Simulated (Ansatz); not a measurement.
```xyz
3
Lattice="3.7607 0.0000 0.0000 -1.8804 3.2569 0.0000 0.0000 0.0000 4.8633" Properties=species:S:1:pos:R:3 pbc="T T T"
Pt    0.0000    0.0000    0.0000
Se    0.0000    2.1713    1.2678
Se    1.8804    1.0856    3.5955
```

Space group P-3m1.

These are results of Ansatz, DFT PBEsol, scalar-relativistic, plane waves, PAW, not measurements.

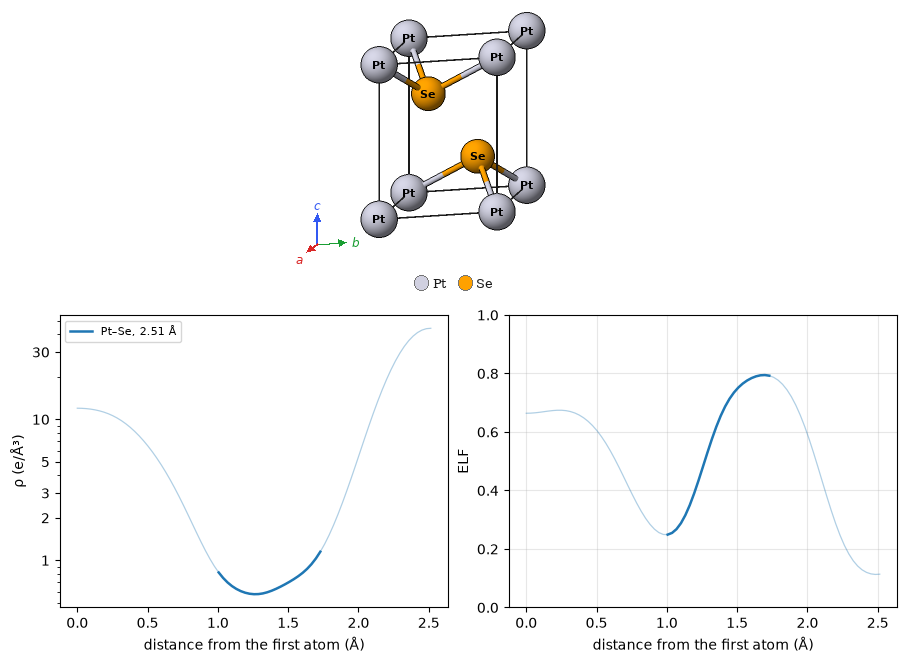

PtSe2. Valence charge density (pseudo) and electron localisation function along straight lines between neighbouring atoms. Thin, pale parts lie inside the atomic spheres. The structure is drawn too.

The density is the valence pseudo-density of a PAW calculation; it isn't the true density close to the nuclei.

What can be read from the curves?

Pt–Se (2.51 Å): ρ is about 0.57 e/Å³ halfway; the ELF is about 0.50 at the midpoint.
